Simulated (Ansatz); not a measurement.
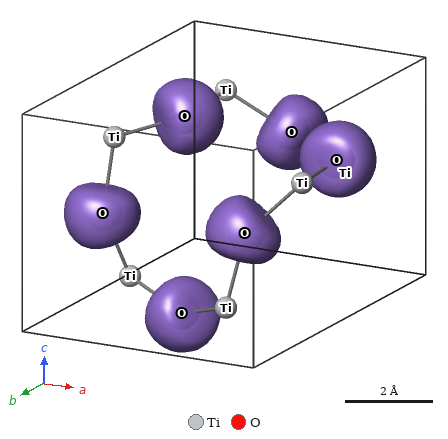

The picture shows: TiO2. Isosurface of the ELF at 0.75 (purple), seen at an oblique angle. Only the valence region is drawn (cores and ρ < 0.01 e/Å³ removed). Sticks mark near contacts.

Space group P1; changed on purpose from its base cell (atom 4 (O) moved +0.040 A along Cartesian [1 1 0]); not relaxed (largest force 0.4 eV/Å); computed without spin polarisation.

The calculation used DFT r2SCAN, scalar-relativistic, plane waves, PAW (Ansatz).

### What do the ELF domains correspond to?

The surface consists of six regions wrapped around O (the valence shell of each), counted in one cell of 9 atoms. Any copies at cell faces, edges or corners count once.

Values along the shortest contacts:
Ti–O (1.79 Å): the ELF peaks at about 0.80 in the valence shell of O, 0.6 Å from its nucleus, and is about 0.25 at the midpoint: no localised pair shows between them.
